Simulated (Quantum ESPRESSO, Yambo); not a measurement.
# As (buckled honeycomb monolayer): G0W0 with Yambo, start to end, part 2 of 2

How does a plane-wave GW calculation on As (buckled honeycomb monolayer) run from the first input to the gap?

Quantum ESPRESSO 7.5 and Yambo 5.3.0; PBE and many-body steps on it, plane waves. Known limits of the many-body steps: not at the basis limit; exchange with frozen shells missing; no spin-orbit coupling.

So far. Step 3 (Bands along the symmetry lines): The gap is 1.622 eV, −0.015 eV from the run before at this level. Step 4 (Empty states on the mesh, 6×6×1 mesh, 89 bands): On this mesh the gap is 1.638 eV.

### 5. Conversion and set-up

This step: Yambo 5.3.0; conversion and set-up on PBE, plane waves, norm-conserving pseudopotentials.

The states are converted to the many-body program's format and the q mesh is built.

The run is started by

```sh
> (cd o/x.save; p2y > p2y.log; mv SAVE ../..); yambo > setup.log
```

The log of the run:

```text
 Yambo, version 5.3.0

 [02] CORE Variables Setup
 =========================

  [02.01] Unit cells
  ==================

  Cell kind             :  HCP
  Atoms in the cell     :  As
  number of As atoms    :  2

  List of atomic masses
  Mass of As    :  74.92200

  List of atomic coordinates    : [cc]
  As1       : -0.34123E-09   3.9402       11.915      order 1
  As2       :   3.41227   1.97008  14.54165  order 2

  Alat factors          :   6.82454   5.91023  26.45617 [a.u.]
  Direct lattice volume :   1067.10    [a.u.]
  Direct lattice vectors:  A[ 1 ]  A[ 2 ]  A[ 3 ]
   A[ 1 ]:   1.0000     -0.31974E-10   0.0000      [iru]
    6.8245     -0.18897E-09   0.0000      [cc]
   A[ 2 ]: -0.500000  1.000000  0.000000  [iru]
  -3.412271  5.910227  0.000000  [cc]
   A[ 3 ]:  0.000000  0.000000  1.000000  [iru]
    0.00000   0.00000  26.45617  [cc]

  Recip. lattice volume :  0.232453 [a.u.]
  Recip. lattice vectors:  B[ 1 ]  B[ 2 ]  B[ 3 ]
   B[ 1 ]:  1.000000  0.500000  0.000000  [iku]
   0.920675  0.531552 -0.000000  [cc]
   B[ 2 ]:  0.31974E-10   1.0000       0.0000      [iku]
   0.29438E-10   1.0631      -0.0000      [cc]
   B[ 3 ]:  0.000000  0.000000  1.000000  [iku]
  -0.000000 -0.000000  0.237494  [cc]

  [02.02] Symmetries
  ==================

  Inversion symmetry    : yes
  Spatial inversion     : yes
  Inversion index       :   7
  K-space Time-reversal : no
  Magnetic symmetries   : no
  Group table correct   : yes
  Symmetries units      :  [cc]

   [S  1]:   1.0000     -0.17721E-26   0.0000      0.10560E-15   1.0000       0.0000       0.0000       0.0000       1.0000
   [S  2]:   1.0000     -0.55380E-10   0.0000      0.55644E-15  -1.0000       0.0000       0.0000       0.0000      -1.0000
   [S  3]: -0.500000  0.866025  0.000000 -0.866025 -0.500000  0.000000  0.000000  0.000000  1.000000
[...]
[S 11]:  0.500000  0.866025  0.000000  0.866025 -0.500000  0.000000  0.000000  0.000000  1.000000
   [S 12]:  0.500000 -0.866025  0.000000 -0.866025 -0.500000  0.000000  0.000000  0.000000  1.000000

  [02.03] Reciprocal space
  ========================

  nG shells         :   4412
  nG charge         :   95457
  nG WFs            :  14603
  nC WFs            :  12049
  G-vecs. in first 80 shells:  [ Number ]
     1    3    5    7    9   15   27   39   41
    53   55   67   79   81   93   99  111  113
   125  137  149  161  167  169  181  193  205
[...]
809   811   823   835   859   865   877   889
  ...
  Shell energy in first 80 shells:  [ mHa ]
[...]
4970.93      5080.55      5085.85      5107.70      5114.06      5198.66      5331.19      5337.55      5339.67
    5527.54      5537.08      5672.79      5756.34      5760.58      5790.90      6092.64      6101.12      6240.01
    6321.43      6345.39      6461.38      6467.74      6775.84      6781.14      6809.34      6890.77
  ...

[...]
K/Q-points units:
  rlu = crystal or reduced units; cc = cartesian coordinates; iku = interal k-units

  K [1]          [rlu]:  0.000000  0.000000  0.000000
         WF components:  12049
  K [2]          [rlu]: -0.60127E-28  0.16667       0.0000
         WF components:  11975
  K [3]          [rlu]: -0.12025E-27  0.33333       0.0000
         WF components:  11944
  K [4]          [rlu]: -0.14082E-26 -0.50000       0.0000
         WF components:  11918
  K [5]          [rlu]:  0.166667  0.166667  0.000000
         WF components:  11931
  K [6]          [rlu]:  0.166667  0.333333  0.000000
         WF components:  11931
  K [7]          [rlu]:  0.333333  0.333333  0.000000
         WF components:  11952

  [02.05] Energies & Occupations
  ==============================

  [X] === General ===
  [X] Electronic Temperature                        :  0.000000  0.000000 [eV K]
  [X] Bosonic    Temperature                        :  0.000000  0.000000 [eV K]
  [X] Finite Temperature mode                       : no
  [X] El. density                                   :  0.18972E+24 [cm-3]
  [X] Fermi Level                                   : -1.190778 [eV]

  [X] === Gaps and Widths ===
  [X] Conduction Band Min                           :  1.637908 [eV]
  [X] Valence Band Max                              :  0.000000 [eV]
  [X] Filled Bands                                  :  15
  [X] Empty Bands                                   :   16   89
  [X] Direct Gap                                    :  1.935693 [eV]
  [X] Direct Gap localized at k                     :  1
  [X] Indirect Gap                                  :  1.637908 [eV]
  [X] Indirect Gap between kpts                     :  1  3
  [X] Last valence band width                       :  1.955913 [eV]
  [X] 1st conduction band width                     :  1.154846 [eV]

  E @ K [1]:  [eV]
  -35.19645 -35.19645 -35.16526 -35.16526 -35.09550 -35.08562 -35.08562 -35.03644
[...]
occ @ K [1]
[...]
E @ K [2]:  [eV]
[...]
occ @ K [2]
[...]
E @ K [3]:  [eV]
[...]
occ @ K [3]
[...]
E @ K [4]:  [eV]
[...]
occ @ K [4]
[...]
E @ K [5]:  [eV]
[...]
occ @ K [5]
[...]
E @ K [6]:  [eV]
[...]
occ @ K [6]
[...]
E @ K [7]:  [eV]
[...]
occ @ K [7]
[...]
0.000000  0.000000  0.000000  0.000000  0.000000  0.000000  0.000000  0.000000
   0.000000  0.000000  0.000000  0.000000  0.000000  0.000000  0.000000  0.000000

 [03] Transferred momenta grid and indexing
 ==========================================

 IBZ Q-points                                      :   7
 BZ  Q-points                                      :   36

 K/Q-points units:
 rlu = crystal or reduced units; cc = cartesian coordinates; iku = interal k-units

 Q [1]          [rlu]:  0.000000  0.000000  0.000000
 Q [2]          [rlu]:  0.20323E-16  0.16667       0.0000
 Q [3]          [rlu]:  0.40646E-16  0.33333       0.0000
 Q [4]          [rlu]: -0.60969E-16 -0.50000       0.0000
 Q [5]          [rlu]:  0.166667  0.166667  0.000000
 Q [6]          [rlu]:  0.166667  0.333333  0.000000
 Q [7]          [rlu]:  0.333333  0.333333  0.000000

  [03.01] X indexes
  =================

   [03.01.01] Sigma indexes
   ========================

 [06] Game Over & Game summary
```

Wall time 4.1 s (1 MPI rank of AMD EPYC 7R43, shared host); peak memory 0.24 GiB.

### 6. Screening and self-energy, 6×6×1 mesh, 89 bands, screening to 129.3 eV

G0W0 replaces the xc potential by the self-energy, built once from these orbitals. Only a window of levels is corrected, while the sums run over the empty bands that the input names.

This step: G0W0 on PBE, plane waves, norm-conserving pseudopotentials.

gw1.in reads:

```
HF_and_locXC
gw0
dyson
ppa
em1d
rim_cut
rim_w
RandQpts= 3000000
RandGvec= 100 RL
CUTGeo= "slab z"
RandGvecW= 9 RL
EXXRLvcs= 76 Ry
VXCRLvcs= 304 Ry
Chimod= "HARTREE"
% BndsRnXp
 1 | 89 |
%
NGsBlkXp= 9.5 Ry
% LongDrXp
 1 | 1 | 0 |
%
% GbndRnge
 1 | 89 |
%
DysSolver= "n"
ExtendOut
PPAPntXp= 27.21138 eV
% QPkrange
 1 | 7 | 13 | 18 |
%
```

The run is started by

```sh
> OMP_NUM_THREADS=1 mpirun -n 8 yambo -F gw1.in -J gw1 -C gw1 > gw1.log
```

The log of the run:

```text
 Yambo, version 5.3.0

 [02] CORE Variables Setup
 =========================

  [... cell, symmetries and grids as in the set-up ...]

  [02.05] Energies & Occupations
  ==============================

  [X] === General ===
  [X] Electronic Temperature                        :  0.000000  0.000000 [eV K]
  [X] Bosonic    Temperature                        :  0.000000  0.000000 [eV K]
  [X] Finite Temperature mode                       : no
  [X] El. density                                   :  0.18972E+24 [cm-3]
  [X] Fermi Level                                   : -1.190778 [eV]

  [X] === Gaps and Widths ===
  [X] Conduction Band Min                           :  1.637908 [eV]
  [X] Valence Band Max                              :  0.000000 [eV]
  [X] Filled Bands                                  :  15
  [X] Empty Bands                                   :   16   89
  [X] Direct Gap                                    :  1.935693 [eV]
  [X] Direct Gap localized at k                     :  1
  [X] Indirect Gap                                  :  1.637908 [eV]
  [X] Indirect Gap between kpts                     :  1  3
  [X] Last valence band width                       :  1.955913 [eV]
  [X] 1st conduction band width                     :  1.154846 [eV]

 [03] Transferred momenta grid and indexing
 ==========================================

 IBZ Q-points                                      :   7
 BZ  Q-points                                      :   36

 K/Q-points units:
 rlu = crystal or reduced units; cc = cartesian coordinates; iku = interal k-units

 Q [1]          [rlu]:  0.000000  0.000000  0.000000
 Q [2]          [rlu]:  0.20323E-16  0.16667       0.0000
 Q [3]          [rlu]:  0.40646E-16  0.33333       0.0000
 Q [4]          [rlu]: -0.60969E-16 -0.50000       0.0000
 Q [5]          [rlu]:  0.166667  0.166667  0.000000
 Q [6]          [rlu]:  0.166667  0.333333  0.000000
 Q [7]          [rlu]:  0.333333  0.333333  0.000000

 [04] Coloumb potential Random Integration (RIM)
 ===============================================

 Performing RIM of v_slab

  [04.01] RIM initialization
  ==========================

  * Diagonal components only detected *

  8 x (sBL volume)        :  0.051656 [a.u.]
  sBZ random points       :  3000000
  Points outside the sBZ  :  24000829
  RL volume               :  0.232453 [a.u.]
  Integrated volume       :  0.232445 [a.u.]

  [04.02] RIM integrals
  =====================

  Gamma point sphere radius             :  0.041603 [a.u.]
  Points outside the sphere             :  2398884
  [Int_sBZ(q=0) 1/q^2]*(Vol_sBZ)^(-1/3) =:  7.487273
                                 should be <:  7.795600

  Summary of Coulomb integrals for non-metallic bands |Q|[au] RIM/Bare

  Q [1] 0.100000E-4 0.960449 * Q [2] 0.177184 0.996733
  Q [5] 0.306892 1.024425 * Q [3] 0.354368 1.023241
  Q [6] 0.468785 1.017541 * Q [4] 0.531552 1.014639
  Q [7] 0.613783 1.011288
  Non-periodic chartesian directions : none
  Optical renormalization            :  26.45617 [au]
  Polarizability dimension           : length

 [05] Coloumb potential CutOffslab
 =================================

 Cut directionsZ
 Slab Cutoff:Z
 Symmetry test passed : yes

 [06] Dipoles
 ============

  [06.01] Setup: observables and procedures
  =========================================

 [07] Dynamic Dielectric Matrix (PPA)
 ====================================

 [SLK-Inversion]  Pools        :  2
 [SLK-Inversion]  BLACS grid   :  2  2

 [WR./gw1//ndb.pp]---------------------------------------------------------------
  Brillouin Zone Q/K grids (IBZ/BZ)                :    7   36    7   36
  RL vectors                                       :  14617 [WF]
  Coulomb cutoff potential                         : slab z
  Electronic Temperature                           :  0.000000 [K]
  Bosonic    Temperature                           :  0.000000 [K]
  PPA    diel. fun.  energies                      : Perdew, Burke & Ernzerhof(X)+Perdew, Burke & Ernzerhof(C)
  wavefunctions                                    : Perdew, Burke & Ernzerhof(X)+Perdew, Burke & Ernzerhof(C)
  Global Gauge                                     : length
  X matrix size                                    :   585
  X band range                                     :    1   89
  X e/h energy range                               : -1.000000 -1.000000 [eV]
  X Time ordering                                  : R
  X Hxc Kernel                                     : HARTREE
  X Drude frequency                                :  0.000000  0.000000
  X poles                                          :  100.0000 [o/o]
  RL vectors in the sum                            :  14617
  [r,Vnl] included                                 : yes
  Field direction                                  :  0.707107E-5  0.707107E-5   0.00000
  BZ energy Double Grid                            : no
  BZ energy DbGd points                            : 0
  BZ Q point size factor                           : -1.000000
  X Optical Averaged directions                    : none

 [08] Local Exchange-Correlation + Non-Local Fock
 ================================================

 [VXC] Plane waves :   95457
 [EXS] Plane waves :  12073

 QP @ state[ 1 ] K range:   1   7
 QP @ state[ 1 ] b range:  13  18

 [xc] Functional : Perdew, Burke & Ernzerhof(X)+Perdew, Burke & Ernzerhof(C)
 [xc] LIBXC used to calculate xc functional
  PP Number of Atomic Species                      :  1
  NLCC RL compoments                               :   95457
  PP Number of Atomic Species                      :  1
  NLCC RL compoments                               :   95457

 [xc] E_xc :  -21.87157 [Ha]
      E_xc :  -43.74315 [Ry]

  Local XC kind (lXC) : Perdew, Burke & Ernzerhof(X)+Perdew, Burke & Ernzerhof(C)
  Non-Local XC kind (nlXC) : Hartree-Fock

  Corrections @ K [1] :  [eV]
 <13|nlXC|13> = -13.22566 -0.22576E-17 <13|lXC|13> = -10.41403  0.18882E-15
 <14|nlXC|14> = -15.51811 -0.54369E-17 <14|lXC|14> = -13.27480 -0.37763E-15
 <15|nlXC|15> = -15.51814  0.66119E-17 <15|lXC|15> = -13.27480  0.000000
 <16|nlXC|16> = -8.987277  0.67246E-17 <16|lXC|16> = -12.19210  0.000000
 <17|nlXC|17> = -9.077814  0.11222E-17 <17|lXC|17> = -12.53427  0.000000
 <18|nlXC|18> = -9.077805 -0.46690E-17 <18|lXC|18> = -12.53427 -0.18882E-15

  Corrections @ K [2] :  [eV]
 <13|nlXC|13> = -14.98558  0.47840E-17 <13|lXC|13> = -12.08234  0.000000
 <14|nlXC|14> = -15.39305  0.76127E-17 <14|lXC|14> = -12.95442  0.000000
 <15|nlXC|15> = -13.65243 -0.63484E-17 <15|lXC|15> = -10.90749  0.000000
 <16|nlXC|16> = -8.455878  0.28247E-17 <16|lXC|16> = -11.57094 -0.37763E-15
[...]
Corrections @ K [3] :  [eV]
[...]
Corrections @ K [4] :  [eV]
[...]
Corrections @ K [5] :  [eV]
[...]
Corrections @ K [6] :  [eV]
[...]
Corrections @ K [7] :  [eV]
[...]
<14|nlXC|14> = -15.21794  0.12538E-16 <14|lXC|14> = -11.91867 -0.18882E-15
 <15|nlXC|15> = -15.21794 -0.31997E-17 <15|lXC|15> = -11.91867  0.75527E-15
 <16|nlXC|16> = -7.055278 -0.76858E-18 <16|lXC|16> = -10.07451 -0.18882E-15
 <17|nlXC|17> = -7.210839  0.36243E-17 <17|lXC|17> = -10.96609  0.18882E-15
 <18|nlXC|18> = -7.210842  0.11498E-17 <18|lXC|18> = -10.96609  0.000000

  [08.01] Hartree-Fock occupations report
  =======================================

  [Hartree-Fock] === General ===
  [Hartree-Fock] Electronic Temperature             :  0.000000  0.000000 [eV K]
  [Hartree-Fock] Bosonic    Temperature             :  0.000000  0.000000 [eV K]
  [Hartree-Fock] Finite Temperature mode            : no
  [Hartree-Fock] El. density                        :  0.18972E+24 [cm-3]
  [Hartree-Fock] Fermi Level                        : -1.190778 [eV]

  [Hartree-Fock] === Gaps and Widths ===
  [Hartree-Fock] Conduction Band Min                :  4.513324 [eV]
  [Hartree-Fock] Valence Band Max                   : -2.243334 [eV]
  [Hartree-Fock] Filled Bands                       :  15
  [Hartree-Fock] Empty Bands                        :   16   89
  [Hartree-Fock] Direct Gap                         :  7.383851 [eV]
  [Hartree-Fock] Direct Gap localized at k          :  1
  [Hartree-Fock] Indirect Gap                       :  6.756658 [eV]
  [Hartree-Fock] Indirect Gap between kpts          :  1  3
  [Hartree-Fock] Last valence band width            :  3.011855 [eV]
  [Hartree-Fock] 1st conduction band width          :  1.337451 [eV]

 [09] Dyson equation: Newton solver
 ==================================

  [09.01] RIM-W interpolation
  ===========================

  [WARNING] RIM-W works only for 2D semiconductors with slab cutoff
  Found compatible q grid: 2D
  q_min[ 1 ]:  0.16667      0.11182E-11   0.0000     [rlu]
   0.166667  0.083333  0.000000 [iku]
  q_min[ 2 ]:  0.20323E-16  0.16667       0.0000     [rlu]
   0.53290E-11  0.16667       0.0000     [iku]
  G-vectors :   9
  G-vectors loaded:   63
  Number of interpolated frequencies:  2

  Evaluating coefficients q = 0
  Evaluating coefficients q = 0

  [09.02] RIM-W integrals
  =======================

  8 x (sBL volume)        :  0.051656 [a.u.]
  sBZ random points       :  3000000
  Points outside the sBZ  :  24000829
  RL volume               :  0.232453 [a.u.]
  Integrated volume       :  0.232445 [a.u.]

  [09.03] RIM integrals
  =====================

  Comparison between head Wc = W - v averages: < Wc > [au] RIM-W/RIM

   < -Wc [Q = 1] > 0.364745E-1 0.485997E-4 * < -Wc [Q = 2] > 0.005323 0.005134
   < -Wc [Q = 3] > 0.975170E-3 0.954104E-3 * < -Wc [Q = 4] > 0.325891E-3 0.322035E-3
   < -Wc [Q = 5] > 0.001431 0.001398 * < -Wc [Q = 6] > 0.468975E-3 0.464011E-3
   < -Wc [Q = 7] > 0.218299E-3 0.216840E-3

  Comparison between head Wc = W - v averages: < Wc > [au] RIM-W/RIM

   < -Wc [G = 1,G`=0] > 0.364745E-1 0.485997E-4 * < -Wc [G = 2,G`=0] >-0.002024 0.000000
   < -Wc [G = 3,G`=0] >-0.002023 0.000000 * < -Wc [G = 4,G`=0] > 0.704757E-4  0.00000
   < -Wc [G = 5,G`=0] > 0.704549E-4  0.00000 * < -Wc [G = 6,G`=0] > 0.515534E-4  0.00000
   < -Wc [G = 7,G`=0] > 0.515796E-4  0.00000 * < -Wc [G = 8,G`=0] >-0.168981E-4  0.00000
   < -Wc [G = 9,G`=0] >-0.169004E-4  0.00000

 [10] G0W0 (W PPA)
 =================

 [  GW  ] Bands range     :    1   89
 [GW/PPA] G damping       :  0.100000 [eV]

 QP @ state[ 1 ] K range:   1   7
 QP @ state[ 1 ] b range:  13  18

  Sc/G bands                                       :    1   89
  Sc/G damping                                     :  0.100000 ev
  Sc bands terminator                              : no
  Sx RL components                                 :  12073

  QP @ state[ 1 ] K range                          :   1   7
  QP @ state[ 1 ] b range                          :  13  18
  GF energies kind                                 : Perdew, Burke & Ernzerhof(X)+Perdew, Burke & Ernzerhof(C)
  GF WF`s kind                                     : Perdew, Burke & Ernzerhof(X)+Perdew, Burke & Ernzerhof(C)
  Xs energies kind                                 : Perdew, Burke & Ernzerhof(X)+Perdew, Burke & Ernzerhof(C)
  Xs WF`s kind                                     : Perdew, Burke & Ernzerhof(X)+Perdew, Burke & Ernzerhof(C)

 [14] Game Over & Game summary
```

Wall time 11 min (8 MPI ranks); peak memory 5.5 GiB.

This step gave:

* G0W0 gap on the mesh: 2.836 eV
* starting gap on the mesh: 1.638 eV
* k of the valence top: 0, 0, 0
* k of the conduction bottom: 0, 0.3333, 0
* least direct G0W0 gap on the computed points: 3.236 eV
* Z at the valence top: 0.7384
* Z at the conduction bottom: 0.7455

The gap on the mesh goes from 1.64 eV to 2.84 eV, a correction of +1.20 eV.

Limits: finite bands, cutoff and mesh; exchange with frozen shells missing; no spin-orbit coupling. v1 is the top filled band, c1 the lowest empty one. Levels before and after the correction, in eV, zero at the valence-band top of each column:

```tsv
	conduction bottom	valence top
Kohn-Sham	1.64	0.00
G0W0	2.84	0.00
```

```tsv
	level	energy (eV)
Kohn-Sham	Γ v3	-0.515
Kohn-Sham	Γ v2-v1	0.000
Kohn-Sham	Γ c1	1.936
Kohn-Sham	Γ c2-c3	3.493
Kohn-Sham	(0 0.333 0) v3	-3.574
Kohn-Sham	(0 0.333 0) v2	-1.527
Kohn-Sham	(0 0.333 0) v1	-0.737
Kohn-Sham	(0 0.333 0) c1	1.638
Kohn-Sham	(0 0.333 0) c2	3.860
Kohn-Sham	(0 0.333 0) c3	4.517
G0W0	Γ v3	-0.762
G0W0	Γ v2-v1	0.000
G0W0	Γ c1	3.236
G0W0	Γ c2-c3	4.794
G0W0	(0 0.333 0) v3	-3.770
G0W0	(0 0.333 0) v2	-1.587
G0W0	(0 0.333 0) v1	-0.891
G0W0	(0 0.333 0) c1	2.836
G0W0	(0 0.333 0) c2	5.165
G0W0	(0 0.333 0) c3	5.786
```

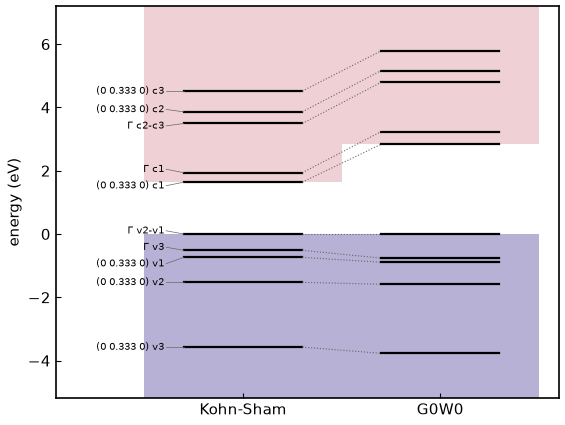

Levels before and after the correction. Shaded: valence and conduction bands.

### 7. Where the time went

Times are wall times on the hardware named with each run, good to a factor of about two.

```tsv
step	time	share	memory (GiB)
ground state	20 s	3 %	0.93
bands along the symmetry lines	9.3 s	1 %	0.8
empty states on the mesh	14 s	2 %	0.87
conversion and set-up	4.1 s	1 %	0.24
screening and self-energy	11 min	93 %	5.5
```

### 8. Summary of results

```
PBE gap              : 1.62 eV, indirect
G0W0 gap on the mesh : 2.84 eV
GW settings          : 6×6×1 mesh, 89 bands, screening to 129.3 eV, Godby-Needs plasmon pole
known limits         : not at the basis limit; exchange with frozen shells missing; no spin-orbit coupling
```

G0W0 moves the gap on the mesh from 1.64 eV to 2.84 eV (+1.20 eV), with Z of 0.74 and 0.75 at the edges. The dearest step here is «screening and self-energy». Bands and cutoff are finite, so the gap is not at the basis limit. The miss can reach some tenths of an eV and take either sign; the mesh is an error of its own. The norm-conserving file of at least one element keeps a d shell over frozen s and p shells of the same row. Exchange with those shells is missing from the self-energy, an error of 0.3 to 0.9 eV in cases checked, whose sign depends on which edge lies on those atoms. The many-body steps are scalar-relativistic: spin-orbit coupling is not in them.

[Paths, hosts, dates, memory and timing lines, banners, echoed tables and standing remarks are left out of the program output.]

[Logs are printed without paths, hosts, clocks, repeated set-up lines and the standing remarks that a program may print on its own settings, such as how far it seeks lower states.]

[Runs of the session that timed out or met a known fault of the program may be left out.]

[Hosts, paths, dates, database ids (printed as entryN), source tags and the programs' standing remarks are cut or masked in the printed files.]
